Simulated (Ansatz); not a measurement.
**Single-point calculation, with input and output: GaP**

System: GaP (2 atoms in the cell).
Method: DFT r2SCAN, scalar-relativistic, plane waves, PAW, no spin polarisation (Ansatz 0.2.0).

The structure derives from an entry of the Crystallography Open Database. It belongs to a series of runs on one base structure; here: ratio of the length along z to the lengths across it x 1.1, volume and fractional coordinates fixed. Figures and captions count atoms from 1; the log counts them from 0 in places.

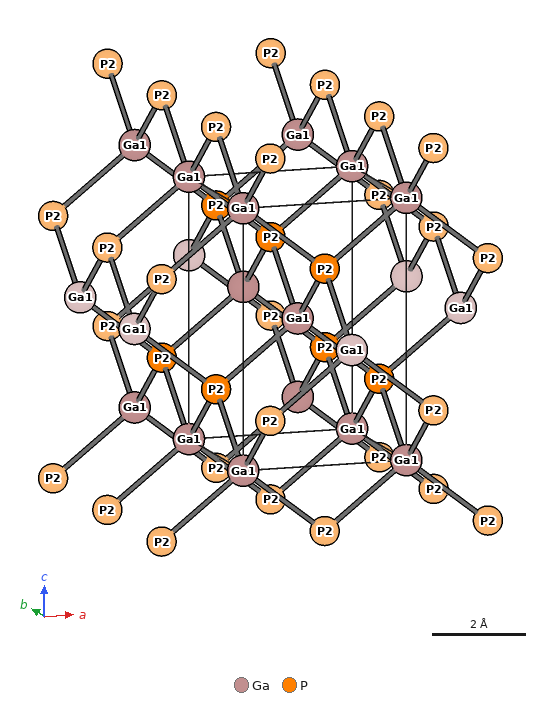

**Figure 1.** The input geometry (ball-and-stick view of the cell 2 times as large as that of the calculation, set on its symmetry axes, repeated 1 × 2 × 1, seen slightly off an axis; neighbours outside the cell are drawn fainter; atoms are numbered from 1 in the order of the input). An atom can appear more than once, as a periodic image. Near neighbours in the periodic cell (some may lie outside the picture): Ga has 4 P at 2.37 Å; P has 4 Ga at 2.37 Å.

## Key numbers

| quantity | value |
| --- | --- |
| outcome | converged |
| space group (tolerance 0.01 Å) | I-4m2 (119) |
| electrons treated | 18 |
| free energy | −4550.4147 eV |
| Fermi energy | 7.804 eV |
| gap on the k-point mesh | 1.37 eV |
| pressure | −0.12 GPa |
| largest force (length of the vector) | under 0.001 eV/Å |
| hardware | 1 thread of Intel Xeon @ 2.50GHz (Skylake/Cascade Lake), 189 GiB of memory available, shared host |
| wall time | 30 s |
| peak memory | 0.51 GiB |

## Input
```yaml
crystal:
  lattice:
    - [0.0, 2.6400295416, 2.9040324957]
    - [2.6400295416, 0.0, 2.9040324957]
    - [2.6400295416, 2.6400295416, 0.0]
  atoms:
    - { symbol: Ga, position: [0.0, 0.0, 0.0] }
    - { symbol: P, position: [0.75, 0.75, 0.75] }
basis:
  ecutwfc: 500
kpoints:
  mp_grid: { grid: [10, 10, 10] }
hamiltonian:
  xc: r2scan
scf:
  occupations: { method: gaussian, width: 0.05 }
output:
  forces: true
  stress: true
  eigenvalues: true
  write_density: true
  write_potential: true
  elf: true
  volumetric_format: npy
```

Run as:
```bash
ansatz run input.yaml --threads 1 --pin off --max-ram 2560MiB --backend cpu --events-out ev --progress --plain --runs-dir out
```

## What the program printed
```
Engine: ansatz 0.2.0, x86_64-unknown-linux-gnu
Pseudopotentials: kind: paw
Pseudopotential: Ga, paw, valence charge 13, recommended cutoff 500 eV (meta_gga), Ga.paw.azcp
Pseudopotential: P, paw, valence charge 5, recommended cutoff 500 eV (meta_gga), P.paw.azcp
Functional definition: r2SCAN
  parameter k0 = 0.174
  parameter k1 = 0.065
  parameter a1 = 4.9479
  exchange = r2scan_x(k0 = k0, k1 = k1, a1 = a1)
  correlation = r2scan_c
Crystal: 2 atoms, lattice volume = 40.481 Å³
Basis set: ecut = 500 eV, 1007 PW (Γ), exchange–correlation on 120×120×120 points (64 copies of the dense FFT grid, shifted against one another)
Bands: 13, of which v1, the nominal top of the filled ones, is band 9 counted from 1 (8 counted from 0)
Symmetry: 8 space group operations
Space group: I-4m2 (ITA 119), of the structure as read, at distance tolerance 3.4e-5 Å
k-points: 102 of 1000 (time reversal used)
Non-local potential: Ga, projectors of the file, l = 0: 2, l = 1: 2, l = 2: 3, l = 3: 1
Non-local potential: P, projectors of the file, l = 0: 2, l = 1: 2, l = 2: 2
PAW form: soft (Blöchl's): semilocal exchange-correlation on the pseudo side does not see the compensation charge
PAW frozen core: Ga, regenerated for the run's functional (the file was generated under x = pbe(κ = 0.804, μ = 0.2195149727645171), c = pbe(β = 0.06672455060314922))
PAW frozen core: P, regenerated for the run's functional (the file was generated under x = pbe(κ = 0.804, μ = 0.2195149727645171), c = pbe(β = 0.06672455060314922))
PAW one-centre angular grid: Ga, 590 points (default); XC on 160 Gauss nodes
PAW one-centre angular grid: P, 302 points (default); XC on 160 Gauss nodes
Initial density: superposition of atomic densities (neutral atoms: chi_scale 0, normalization atom), corrected by the library's trained network
Initial wavefunctions: pseudopotential atomic-orbital guess
Functional: x = r2scan, c = r2scan; τ floored in thin density (d = 2e-4 eV/Å³)
SCF iter   1: F=—  HF=-4550.405272 eV  |F-HF|=—  |Δ(HF+E_count)|=         —  Δρ=8.73e-3  dr2=1.72e-2  dr2_τ=7.26e-3  ethr=1.77e-3  ⟨swp⟩=6.0  Hψ=8525  notcnv=0
preconditioner: auto → none  [insulator: Δε(μ)=1.304 eV  Ē_g=16.380 eV  σ=0.050 eV  W_gap=1.00  n_scr=14 (ndim 8)  ℏωp=24.8 eV  f_vac=0.009  D(μ)=0.00/eV (n_scr^D=0)  ε∞_Penn≈3.3]
SCF iter   2: F=—  HF=-4550.415906 eV  |F-HF|=—  |Δ(HF+E_count)|=   1.06e-2  Δρ=2.33e-3  dr2=3.02e-3  dr2_τ=9.16e-5  ethr=9.55e-5  ⟨swp⟩=2.5  Hψ=3564  notcnv=0
SCF iter   3: F=—  HF=-4550.414451 eV  |F-HF|=—  |Δ(HF+E_count)|=   1.46e-3  Δρ=1.74e-3  dr2=5.16e-4  dr2_τ=7.70e-6  ethr=1.68e-5  ⟨swp⟩=2.0  Hψ=2644  notcnv=0
SCF iter   4: F=—  HF=-4550.414685 eV  |F-HF|=—  |Δ(HF+E_count)|=   2.34e-4  Δρ=2.35e-4  dr2=3.50e-5  dr2_τ=3.15e-7  ethr=2.87e-6  ⟨swp⟩=3.0  Hψ=2278  notcnv=0
SCF iter   5: F=—  HF=-4550.414675 eV  |F-HF|=—  |Δ(HF+E_count)|=   1.04e-5  Δρ=8.18e-5  dr2=2.33e-6  dr2_τ=2.88e-8  ethr=1.94e-7  ⟨swp⟩=3.0  Hψ=2214  notcnv=0
SCF iter   6: F=-4550.414674 eV  HF=-4550.414674 eV  |F-HF|=5.85e-8  |Δ(HF+E_count)|=   4.98e-7  Δρ=1.22e-5  dr2=8.22e-8  dr2_τ=4.09e-9  ethr=5.56e-10  ⟨swp⟩=10.7  Hψ=11928  notcnv=0
SCF 1 converged in 6 iterations: F = -4550.414674 eV  dr2 = 8.22e-8
  greatest PAW one-centre occupation: 0.993 electrons in one spin orbital (limit 2), on the Ga atom at site 0 (counted from 0), in its partial waves of l = 2
```

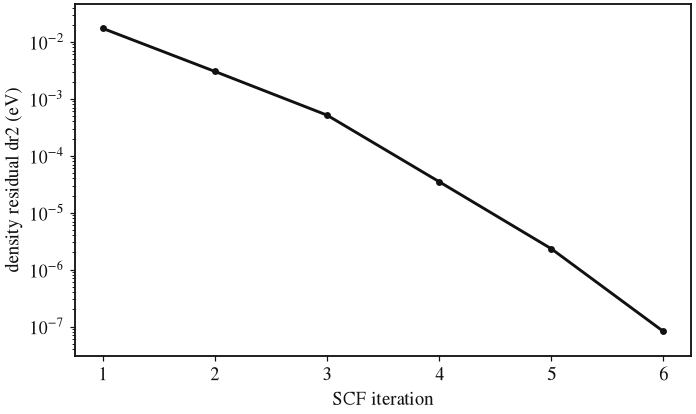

**Figure 2.** Convergence of the self-consistent field: density residual dr2 against the SCF iteration. The residual falls at every step.

```
SCF converged after 6 iterations
Free energy (F): -4550.414674 eV
Harris-Foulkes:  -4550.414674 eV  (|F-HF|=5.85e-8)
Internal energy: -4550.414674 eV  (E = F + TS)
E sigma→0 (E₀):  -4550.414674 eV
Fermi energy:    7.803674 eV
--- Per-component energies (eV) ---
  E_band       = -67.525349
  E_kinetic    = 185.389230
  E_local      = -2200.273049  (includes V_loc(G=0)·N_el)
  E_nonlocal   = 460.478435
  E_hartree    = 1019.342246
  E_xc         = -120.909790
  E_vxc        = -124.718796  (∫ρ·V_xc dr)
  E_paw        = -2579.869234  (= ΣΔE_a)
  E_vpaw       = -433.095774  (= ΣTr[D̂ρ^β])
  E_aug_tail   = -0.000041  (compensation charges beyond the density's cutoff)
  E_vtau       = 6.008928  (kinetic-family band-sum trace: ∫τ·v_τ [+ j·A + Jᵃ·Aᵃ] dr)
  E_ewald      = -1313.828559
  E_core_change = -0.743912  (= ΣΔE_core)
  E_smearing   = -0.000000  (= −TS)
  E_closure    = 0.000000  (closes the sum)
  Σ components = -4550.414674   (vs F -4550.414674, Δ=0.00e0)
--- Forces (eV/Å), atoms counted from 1 ---
  atom   1  Ga    -0.00000000     0.00000000    -0.00000000
  atom   2  P      0.00000000     0.00000000    -0.00000000
  max |Σ_I F_I| component: 6.94e-17 eV/Å
--- Stress (GPa, compression-positive) ---
        2.929540       0.000000       0.000000
        0.000000       2.929540       0.000000
       -0.000000       0.000000      -6.210085
  P = ⅓ Tr σ = -0.1170 GPa (-1.170 kbar)
--- Band table (eV; the first three rows and the last of 102) ---
  k-point 0: bands = ["-8.1165", "-8.0852", "-8.0852", "-7.9941", "-7.9821", "-6.1031", "6.4619", "7.1208", "7.1208", "9.1754", "11.0600", "11.0600", "11.2950"]
  k-point 1: bands = ["-8.1180", "-8.0910", "-8.0822", "-7.9948", "-7.9811", "-5.9658", "5.6576", "6.5716", "6.9904", "9.6961", "11.2057", "11.3139", "11.7207"]
  k-point 2: bands = ["-8.1342", "-8.0921", "-8.0747", "-7.9961", "-7.9778", "-5.5690", "3.8527", "6.1051", "6.7077", "9.5280", "11.7552", "11.8683", "12.9882"]
  k-point 101: bands = ["-8.2266", "-8.0235", "-8.0235", "-8.0039", "-7.9784", "-3.3180", "-0.4698", "4.5931", "4.5931", "9.3299", "9.6497", "18.2258", "18.2258"]
```

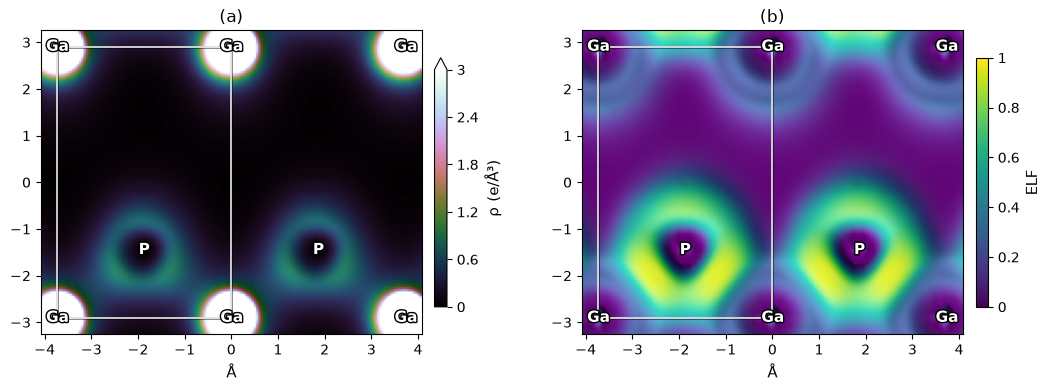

**Figure 3.** (a) valence charge density (pseudo); (b) electron localisation function on the (100) plane of the conventional cell. Atoms in the plane: Ga and P. Ga–P (2.37 Å): the density is about 0.55 e/Å³ at the midpoint; the ELF is about 0.80 at the midpoint. Away from the nuclei the density in this plane falls to 0.02 e/Å³ at its lowest. In a PAW calculation such maps are meaningful between the atoms, not at the nuclei.

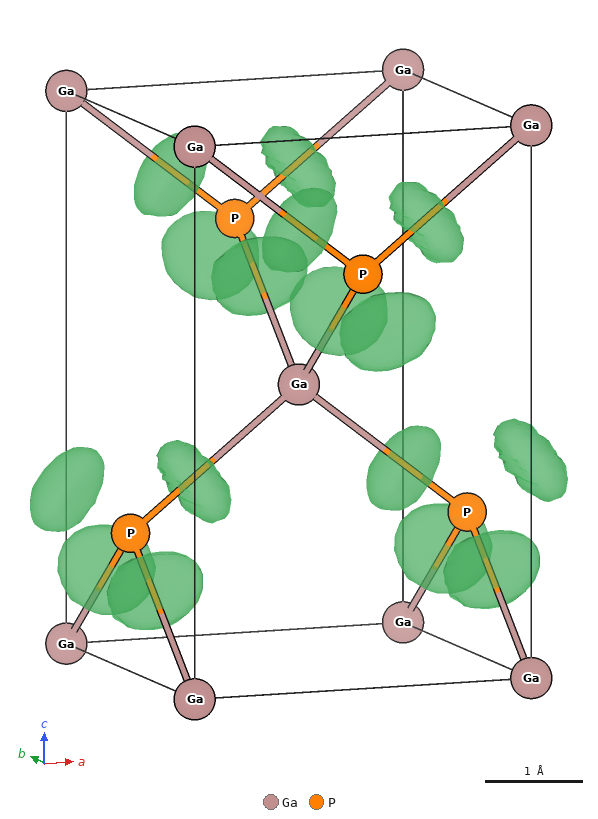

**Figure 4.** Isosurface of the electron localisation function at 0.85 (green), seen slightly off an axis. Core shells and regions of very low density are left out. Sticks mark near contacts. The outline is the cell set on symmetry axes. Profiles from the grid: Ga–P (2.37 Å): the ELF is about 0.80 at the midpoint.
